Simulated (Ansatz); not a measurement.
# Na: field-gradient calculation

Na (2 atoms in the cell), computed with DFT, PBE, PAW with Ansatz's default frozen-core files, scalar-relativistic, no spin polarisation (Ansatz 0.2.0).

The structure derives from an entry of the Crystallography Open Database. It belongs to a series of runs on one base structure; here: zz strain of +1 %, PAW files.

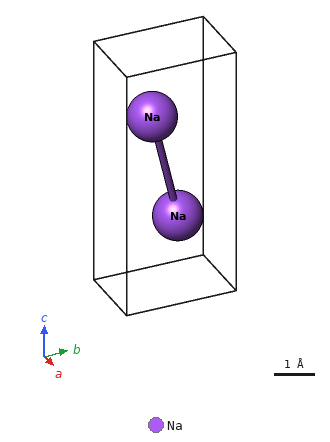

The structure (ball-and-stick view of the cell of the calculation, seen slightly off an axis).

### Input
```yaml
crystal:
  lattice:
    - [3.7670009976, 0.0, 0.0]
    - [-1.8835004988, 3.26231856, 0.0]
    - [0.0, 0.0, 6.21554]
  atoms:
    - { symbol: Na, position: [0.3333333333, 0.6666666667, 0.25] }
    - { symbol: Na, position: [0.6666666667, 0.3333333333, 0.75] }
kpoints:
  mp_grid: { grid: [13, 13, 7] }
scf:
  occupations: { method: fermi_dirac, width: 0.05 }
hamiltonian:
  xc: pbe
  pseudopotentials: { kind: paw }
output:
  forces: true
  stress: true
  eigenvalues: true
  efg: { contact_densities: true }
  write_density: true
  write_potential: true
  elf: true
  volumetric_format: npy
```

Run on 1 thread of Intel Xeon (Sapphire Rapids), 64 GiB of memory available, shared host.

Launched with:
```bash
ansatz run input.yaml --threads 1 --pin off --max-ram 3072MiB --backend cpu --events-out ev --progress --plain --runs-dir out
```

### What the program printed
```
Engine: ansatz 0.2.0, x86_64-unknown-linux-gnu
Pseudopotentials: kind: paw
Pseudopotential: Na, paw, valence charge 9, recommended cutoff 420 eV (normal), Na.paw.azcp
Functional definition: PBE
  parameter kappa = 0.804
  parameter beta = 0.06672455060314922
  exchange = pbe_x(kappa = kappa, mu = beta*pi^2/3)
  correlation = pbe_c(beta = beta)
Crystal: 2 atoms, lattice volume = 76.384 Å³
Basis set: ecut = 420 eV, 1521 PW (Γ), exchange–correlation on 54×54×90 points (8 copies of the dense FFT grid, shifted against one another)
Bands: 13, of which v1, the nominal top of the filled ones, is band 9 counted from 1 (8 counted from 0)
Symmetry: 24 space group operations
Space group: P63/mmc (ITA 194), of the structure as read, at distance tolerance 4.2e-5 Å
k-points: 84 of 1183
Non-local potential: Na, projectors of the file, l = 0: 3, l = 1: 2, l = 2: 1
PAW form: soft (Blöchl's): semilocal exchange-correlation on the pseudo side does not see the compensation charge
PAW one-centre angular grid: Na, 110 points (default); XC on 64 Gauss nodes
Initial density: superposition of atomic densities (neutral atoms: chi_scale 0, normalization atom), corrected by the library's trained network
Initial wavefunctions: pseudopotential atomic-orbital guess
Functional: x = pbe(κ = 0.804, μ = 0.2195149727645171), c = pbe(β = 0.06672455060314922)
SCF iter   1: F=—  HF=-2972.835005 eV  |F-HF|=—  |Δ(HF+E_count)|=         —  Δρ=5.50e-4  dr2=1.27e-4  ethr=1.77e-3  ⟨swp⟩=4.2  Hψ=5576  notcnv=0
preconditioner: auto → Kerker (q_TF=auto, 2.144 Å⁻¹)  [metal: Δε(μ)=0.065 eV  Ē_g=4.732 eV  σ=0.050 eV  W_gap=0.30  n_scr=10 (ndim 8)  ℏωp=6.0 eV  f_vac=0.000  D(μ)=0.87/eV (n_scr^D=2)]
SCF iter   2: F=—  HF=-2972.834424 eV  |F-HF|=—  |Δ(HF+E_count)|=   5.81e-4  Δρ=2.21e-4  dr2=3.73e-5  ethr=7.05e-7  ⟨swp⟩=2.1  Hψ=2485  notcnv=0
SCF iter   3: F=—  HF=-2972.834475 eV  |F-HF|=—  |Δ(HF+E_count)|=   5.04e-5  Δρ=1.25e-4  dr2=1.73e-5  ethr=2.07e-7  ⟨swp⟩=2.0  Hψ=1681  notcnv=0
SCF iter   4: F=—  HF=-2972.834495 eV  |F-HF|=—  |Δ(HF+E_count)|=   2.05e-5  Δρ=5.12e-5  dr2=1.98e-6  ethr=9.60e-8  ⟨swp⟩=2.8  Hψ=1690  notcnv=0
iter 5 did not close the SCF: its close was put off for the readings that it lacked (scf_convergence_deferred on its scf_iter line)
SCF iter   5: F=-2972.834496 eV  HF=-2972.834496 eV  |F-HF|=9.18e-8  |Δ(HF+E_count)|=   5.06e-7  Δρ=1.51e-5  dr2=9.21e-8  ethr=1.10e-8  ⟨swp⟩=2.0  Hψ=1681  notcnv=0
SCF iter   6: F=-2972.834496 eV  HF=-2972.834496 eV  |F-HF|=5.73e-9  |Δ(HF+E_count)|=   3.58e-8  Δρ=5.01e-6  dr2=1.34e-8  ethr=5.12e-10  ⟨swp⟩=5.6  Hψ=6347  notcnv=0
SCF 1 converged in 6 iterations: F = -2972.834496 eV  dr2 = 1.34e-8
  greatest PAW one-centre occupation: 0.999 electrons in one spin orbital (limit 2), on the Na atom at site 1 (counted from 0), in its partial waves of l = 0
```

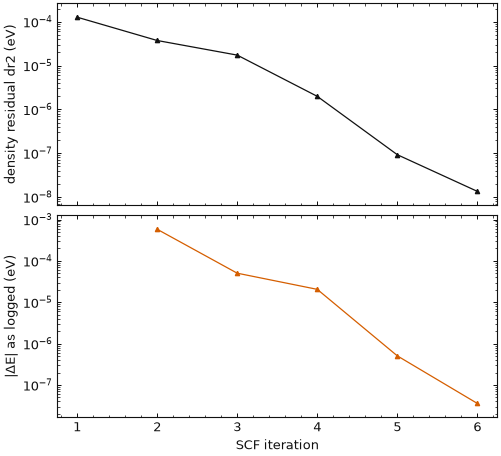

Convergence of the self-consistent field: density residual dr2 and size of the energy change against the SCF iteration. The residual falls at every step.

```
SCF converged after 6 iterations
Free energy (F): -2972.834496 eV
Harris-Foulkes:  -2972.834496 eV  (|F-HF|=5.73e-9)
Internal energy: -2972.826890 eV  (E = F + TS)
E sigma→0 (E₀):  -2972.830693 eV
Entropy (-TS):   -0.007605 eV (-3.803 meV/atom)
Fermi energy:    1.608703 eV
--- Per-component energies (eV) ---
  E_band       = -484.712672
  E_kinetic    = 240.200885
  E_local      = -2903.111691  (includes V_loc(G=0)·N_el)
  E_nonlocal   = 230.175806
  E_hartree    = 1063.154509
  E_xc         = -76.614617
  E_vxc        = -98.436334  (∫ρ·V_xc dr)
  E_paw        = -526.330046  (= ΣΔE_a)
  E_vpaw       = -79.853483  (= ΣTr[D̂ρ^β])
  E_aug_tail   = -0.000059  (compensation charges beyond the density's cutoff)
  E_ewald      = -1000.301677
  E_smearing   = -0.007605  (= −TS)
  E_closure    = -0.000000  (closes the sum)
  Σ components = -2972.834496   (vs F -2972.834496, Δ=0.00e0)
--- Forces (eV/Å), atoms counted from 1 ---
  atom   1  Na     0.00000000     0.00000000     0.00000000
  atom   2  Na    -0.00000000    -0.00000000     0.00000000
  max |Σ_I F_I| component: 0.00e0 eV/Å
--- Stress (GPa, compression-positive) ---
       -0.229018       0.000000       0.000000
        0.000000      -0.229018       0.000000
        0.000000       0.000000      -0.199824
  P = ⅓ Tr σ = -0.2193 GPa (-2.193 kbar)
--- PAW observables at the nuclei: V_zz in 10²¹ V/m², potentials from the cell's mean, atoms counted from 1 ---
  atom   1  Na V_zz =    -0.035555   η = 0.0000   by run symmetry: allowed
            electrostatic potential = -971.373901 V   contact ρ = 5906.756501 e/Å³
  atom   2  Na V_zz =    -0.035555   η = 0.0000   by run symmetry: allowed
            electrostatic potential = -971.373901 V   contact ρ = 5906.756501 e/Å³
--- Band table (eV; the first three rows and the last of 84) ---
  k-point 0: bands = ["-51.3996", "-51.3982", "-23.3353", "-23.3097", "-23.3097", "-23.3056", "-23.3056", "-23.3049", "-1.5997", "2.1196", "2.4834", "11.5117", "11.5117"]
  k-point 1: bands = ["-51.3996", "-51.3982", "-23.3338", "-23.3095", "-23.3095", "-23.3064", "-23.3058", "-23.3058", "-1.5178", "1.2735", "3.4700", "11.0329", "11.5738"]
  k-point 2: bands = ["-51.3994", "-51.3985", "-23.3296", "-23.3106", "-23.3089", "-23.3089", "-23.3064", "-23.3064", "-1.2727", "0.4129", "4.7518", "9.3665", "11.7508"]
  k-point 83: bands = ["-51.3977", "-51.3977", "-23.3305", "-23.3305", "-23.3249", "-23.3231", "-23.3116", "-23.3111", "3.0426", "3.4814", "3.9697", "4.2013", "4.8847"]
```

### File v_z.tsv
```
# z_ang	v_es[eV]	v_tot[eV]
# format = ansatz-planar-average/11
# xc	pbe
# density_cutoff_ev	1680
# datasets	Na=:simpson_from_first_knot:soft
# lattice	3.767000998	0.000000000	0.000000000
# lattice	-1.883500499	3.262318560	0.000000000
# lattice	0.000000000	0.000000000	6.215540000
# sites	2
# site	11	0.000000000	2.174879040	1.553885000
# site	11	1.883500499	1.087439520	4.661655000
0.000000	3.608438e0	-1.765142e0
0.138123	3.558987e0	-1.824018e0
0.276246	3.410282e0	-1.917338e0
0.414369	3.160480e0	-2.118521e0
0.552492	2.804866e0	-2.584304e0
0.690616	2.331074e0	-3.265658e0
0.828739	1.679853e0	-4.240813e0
0.966862	6.750149e-1	-5.712860e0
1.104985	-7.931395e-1	-7.671520e0
1.243108	-2.480060e0	-9.761140e0
1.381231	-3.891247e0	-1.143700e1
1.519354	-4.584198e0	-1.224729e1
1.657477	-4.347183e0	-1.197056e1
1.795600	-3.251896e0	-1.068351e1
1.933724	-1.638104e0	-8.733312e0
2.071847	-7.121214e-3	-6.645821e0
2.209970	1.234596e0	-4.907513e0
2.348093	2.036112e0	-3.702292e0
2.486216	2.584201e0	-2.899830e0
2.624339	2.996441e0	-2.319162e0
2.762462	3.298180e0	-1.989723e0
2.900585	3.497130e0	-1.869805e0
3.038708	3.596071e0	-1.782618e0
3.176832	3.596071e0	-1.782618e0
3.314955	3.497130e0	-1.869805e0
3.453078	3.298180e0	-1.989723e0
3.591201	2.996441e0	-2.319162e0
3.729324	2.584201e0	-2.899830e0
3.867447	2.036112e0	-3.702292e0
4.005570	1.234596e0	-4.907513e0
4.143693	-7.121214e-3	-6.645821e0
4.281816	-1.638104e0	-8.733312e0
4.419940	-3.251896e0	-1.068351e1
4.558063	-4.347183e0	-1.197056e1
4.696186	-4.584198e0	-1.224729e1
4.834309	-3.891247e0	-1.143700e1
4.972432	-2.480060e0	-9.761140e0
5.110555	-7.931395e-1	-7.671520e0
5.248678	6.750149e-1	-5.712860e0
5.386801	1.679853e0	-4.240813e0
5.524924	2.331074e0	-3.265658e0
5.663048	2.804866e0	-2.584304e0
5.801171	3.160480e0	-2.118521e0
5.939294	3.410282e0	-1.917338e0
6.077417	3.558987e0	-1.824018e0
```

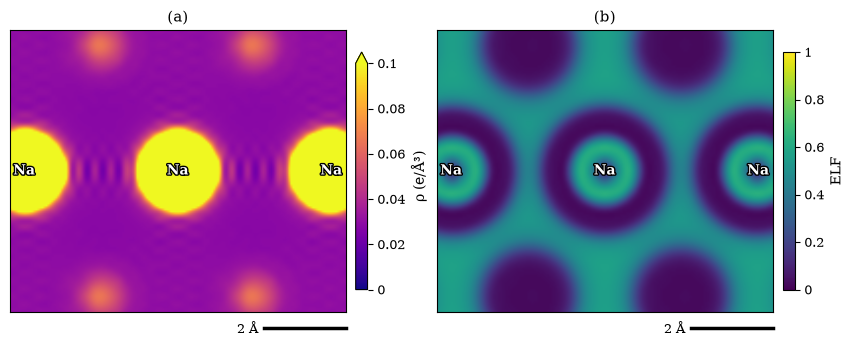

(a) valence electron density; (b) electron localisation function on the (100) plane of the conventional cell. Na–Na (3.77 Å): ρ at the midpoint is about 0.02 e/Å³; the ELF is about 0.45 at the midpoint (metallic bonding. Away from the nuclei the density in this plane falls to 0.02 e/Å³ at its lowest. The strong features right at Na lie inside the PAW spheres (semicore, d or f shells) and say nothing about bonding. Core electrons are frozen (PAW), so the fields are smoothed inside the atomic spheres.

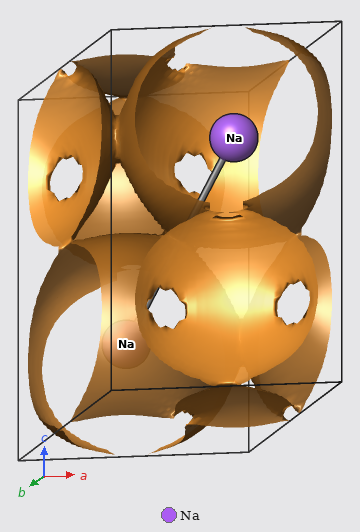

Isosurface of the ELF at 0.45 (orange), seen at an oblique angle. Only the valence region is drawn (cores and ρ < 0.01 e/Å³ removed). Sticks mark near contacts. The outline is the cell set on symmetry axes. Values along the shortest contacts: Na–Na (3.77 Å): the ELF is about 0.45 at the midpoint, which marks nearly free electrons, as in a simple metal.

### Summary

| quantity | value |
| --- | --- |
| outcome | converged |
| space group (tolerance 0.01 Å) | P6₃/mmc (194) |
| electrons treated | 18 |
| free energy | −2972.8345 eV |
| Fermi energy | 1.609 eV |
| pressure | −0.22 GPa |
| field gradient V_zz (10²¹ V/m²) | Na −0.0356, Na −0.0356 |
| largest force (length of the vector) | under 0.001 eV/Å |
| wall time | 3.3 s |
| peak memory | 0.43 GiB |
